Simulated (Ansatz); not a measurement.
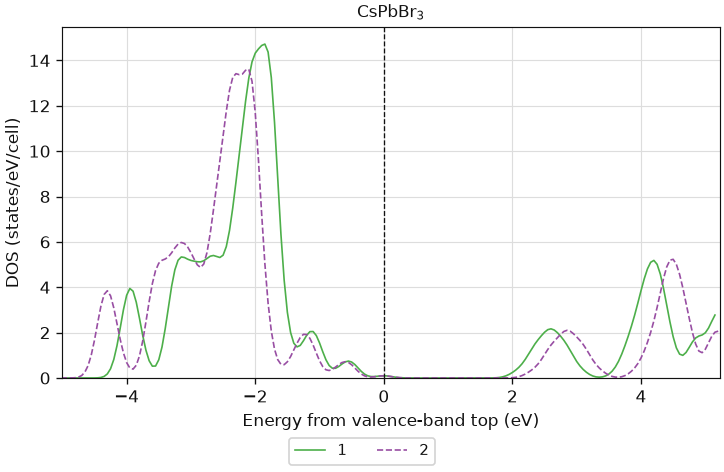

Total densities of states of CsPbBr$_{3}$, space group P4/mmm, 5 atoms in the cell, uniaxial (y) strain +1.6%, by two methods on the same cell. The curves are built from the levels of the k mesh with Gaussians 0.3 eV wide, which also blur the band edges. Each is counted from its own valence-band top.

Question: Which curve is which? The methods: HSE06, r2SCAN.

Answer: 1 is r2SCAN; 2 is HSE06. r2SCAN gives a gap of 2.03 eV and HSE06 gives a gap of 2.27 eV.

Settings. r2SCAN: DFT, r2SCAN, plane waves, PAW, no spin polarisation, 4×4×4 k mesh, 500 eV cutoff (Ansatz). HSE06: DFT, HSE06, plane waves, PAW, no spin polarisation, 4×4×4 k mesh, 420 eV cutoff (Ansatz).

Spin-orbit coupling is left out, which matters for Pb.
